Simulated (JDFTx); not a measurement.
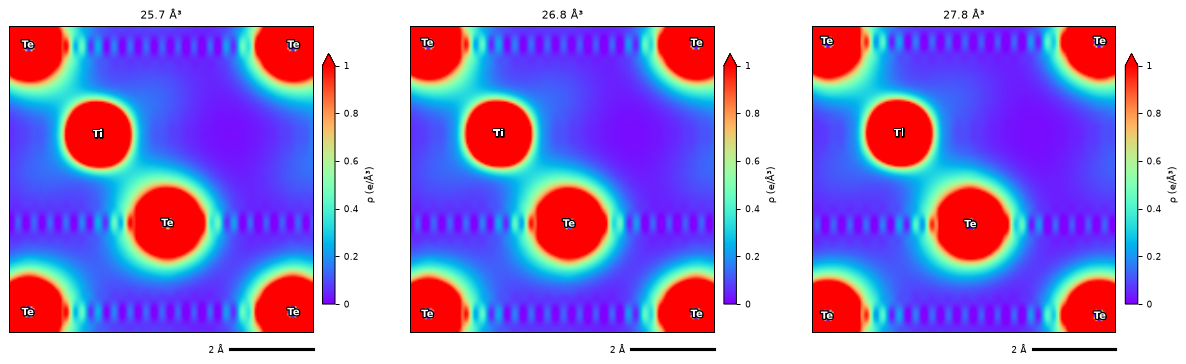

TiTe2. The valence charge density (pseudo) of cells scaled evenly to different volumes (given per atom above each panel), on the (110) plane of each (indices in the axes of the cell below), at one length scale and on one colour scale.

These are results of Kohn-Sham DFT of a periodic cell, PBEsol, PseudoDojo-SR-PBEsol-0.4.1-standard in JDFTx, not measurements.

The density is the valence pseudo-density of a pseudopotential calculation; it isn't the true density close to the nuclei.

The largest cell:

```
Te Ti
1.0
     3.85108    0.00000    0.00000
    -1.92554    3.33513    0.00000
     0.00000    0.00000    6.62544
Te Ti
2 1
Direct
  0.33333 0.66667 0.73720
  0.66667 0.33333 0.26280
  0.00000 0.00000 0.00000
```

| volume (Å³/atom) | Ti–Te contact in the plane (Å) | ρ at its midpoint (e/Å³) | pressure (GPa) | 
| --- | --- | --- | --- |
| 25.69 | 2.732 | 0.375 | 0.5 | 
| 26.22 | 2.751 | ? | ? | 
| 26.76 | 2.770 | 0.357 | −2.2 | 
| 27.83 | 2.806 | 0.340 | −4.4 | 
| 28.37 | 2.824 | 0.332 | −5.3 | 

Question: What values belong in the row with question marks?

Answer: Over the known rows ln ρ falls by 1.33 per Å of Ti–Te distance (a least-squares line), which gives 0.366 e/Å³ at 2.751 Å; the calculation gives 0.366 e/Å³. For the pressure, a straight line in volume between the neighbouring rows gives −0.8 GPa; the calculation gives −0.9.
